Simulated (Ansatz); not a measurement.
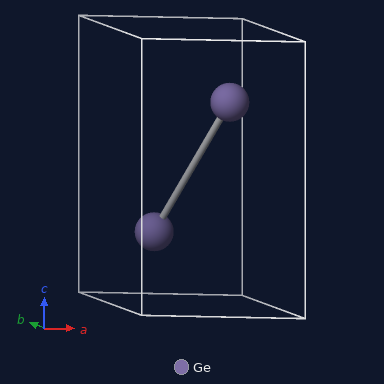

System: Ge, space group P6_3/mmc (No. 194). The picture shows the conventional cell.

Structure:
```
Ge
1.0
     2.97596    0.00000    0.00000
    -1.48798    2.57726    0.00000
     0.00000    0.00000    5.05350
Ge
2
Direct
  0.33333 0.66667 0.25000
  0.66667 0.33333 0.75000
```

Method: periodic Kohn-Sham DFT of a crystal at fixed atoms, scaled to the stated factor times the given cell; pressure positive in compression (Ansatz 0.2.0). Level: PBE.

- method: frozen-core PAW
- relativity: scalar
- k mesh: 15×15×8
- occupations: Fermi–Dirac
- smearing width: 0.05 eV
- wave cutoff: 420 eV
- PAW set: soft_2

V(given) is 19.38 Å³/atom.

Predict the pressure and largest field gradient Vzz against V/V(given). The V/V(given) takes the values 0.941, 0.970, 1.000, 1.030, 1.060.

The pressure falls from 4.540 GPa at V/V(given) 0.941 to −3.365 GPa at 1.060, and changes sign near 1.000. The largest field gradient Vzz goes from −0.445 1e21 V/m² at V/V(given) 0.941 to −0.407 1e21 V/m² at 1.060, not monotonically, with a low of −0.449 1e21 V/m² at 1.000. The volume at zero pressure from a fit of the pressures is 19.4 Å³/atom. The bulk modulus from that fit is 65.6 GPa.

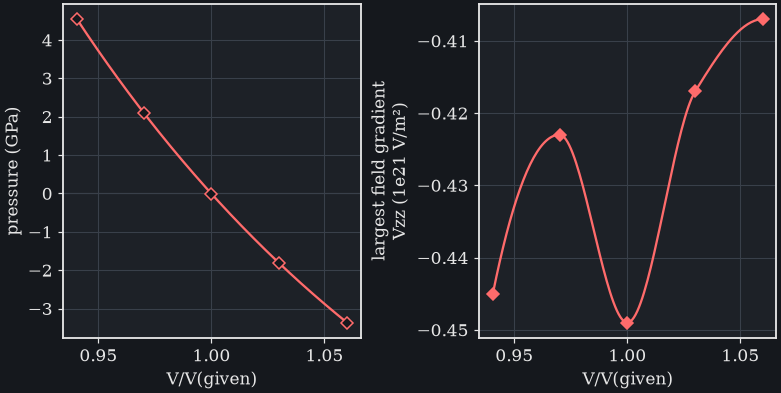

Note: no gap: field gradients move with the k mesh; shape and atomic fractions are frozen while scaling, which makes layered, chain and framework solids too stiff.
